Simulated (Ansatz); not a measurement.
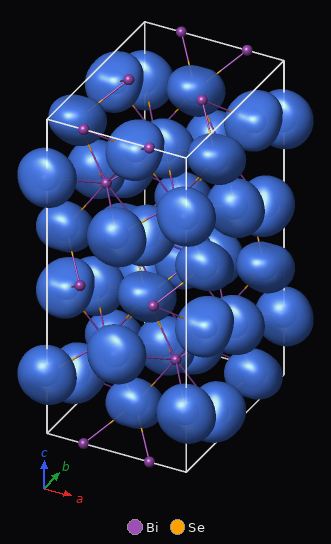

Bi2Se3. Isosurface of the ELF at 0.65 (blue), seen at an oblique angle. Core shells and regions of very low density are left out. Sticks mark near contacts.

Space group Fmmm; a structure from a database of computed crystals, not necessarily the ambient phase; started from the K2P3-69 prototype, which need not be the ambient phase.

Method: DFT, r2SCAN+rVV10, plane waves, PAW (Ansatz).

In a PAW calculation such maps are meaningful between the atoms, not at the nuclei.

### Identify the bonds, lone pairs and shells in this picture.

The ELF exceeds this value in 24 regions wrapped around Se (the valence shell of each), counted in one cell of 40 atoms. Regions shared between cells count once.

Values along the shortest contacts:
Bi–Se (2.90 Å): the ELF is about 0.45 at the midpoint and 0.30 at its lowest between the atoms. Bi–Se (3.07 Å): the ELF is about 0.35 at the midpoint.
